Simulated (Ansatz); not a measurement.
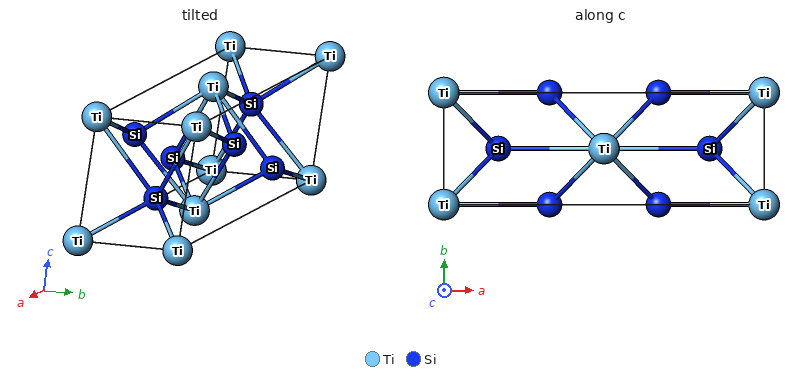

A ball-and-stick rendering, viewed slightly off an axis and along the c axis. The frame is the conventional unit cell; atoms at its boundary are shown with their periodic copies.

Give a description of the structure.

The structure is one of TiSi2. The symmetry is that of Cm (No. 8), on a base-centred monoclinic lattice. Atoms per cell: 6 (2 Ti, 4 Si). Counting atoms within bonding range gives coordination numbers of Ti 10 and Si 7. Not all metal-metal contacts are counted.

Its origin is a structure listed in the Materials Project. The cell was then strained or its atoms displaced on purpose. It was set up as input for a calculation with Ansatz.
